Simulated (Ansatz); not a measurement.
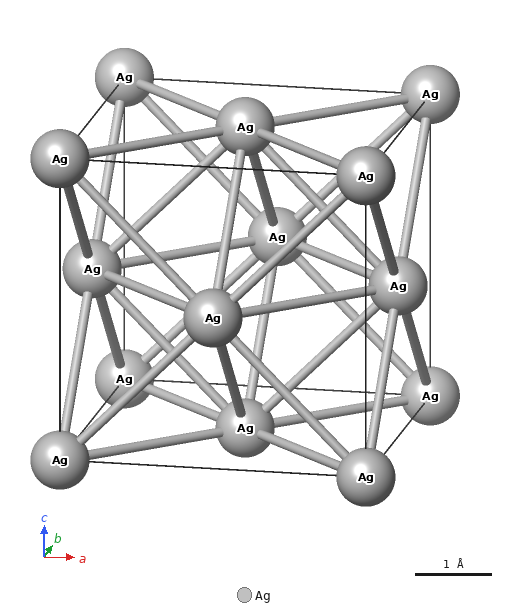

The starting point is a crystal of Ag (set up in Fm-3m). The picture is a ball-and-stick view of the conventional cell (2 times the calculation's cell), seen slightly off an axis. Lengths and directions refer to the drawn axes.

The calculation used Ansatz 0.2.0, DFT PBE, scalar-relativistic, plane waves, PAW. Set-up: plane-wave cutoff 420 eV; k-point mesh 18 × 18 × 12; occupations gaussian; smearing width 0.1 eV; no spin polarisation.

Now this is done to it. Equal strain along all axes, +4.5 %, is applied. Symmetry leaves the atoms no freedom, so this is a single point.

Question: What is the effect?

Answer: Among the bonded contacts that change: Ag–Ag 2.933 → 3.065 Å. The space group stays Fm-3m (No. 225). The energy rises by 74.5 meV per atom. The pressure goes from 0.1 to −8.2 GPa. The principal stresses (compression positive) are −8.3 GPa along c and −8.1 GPa across it. All forces vanish by symmetry. It is metallic before and after.

Drawn alike, the variant:

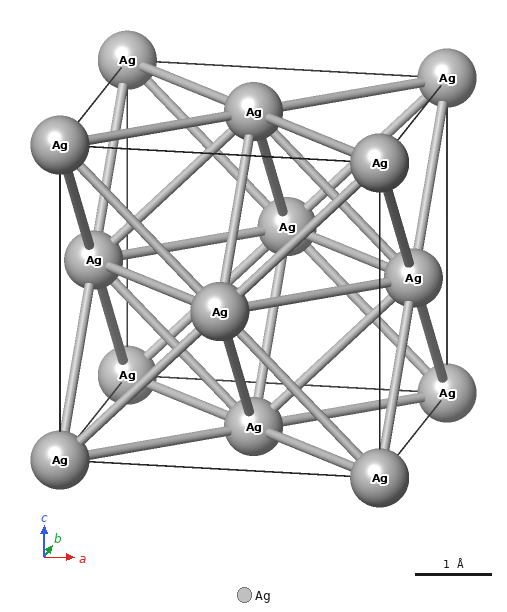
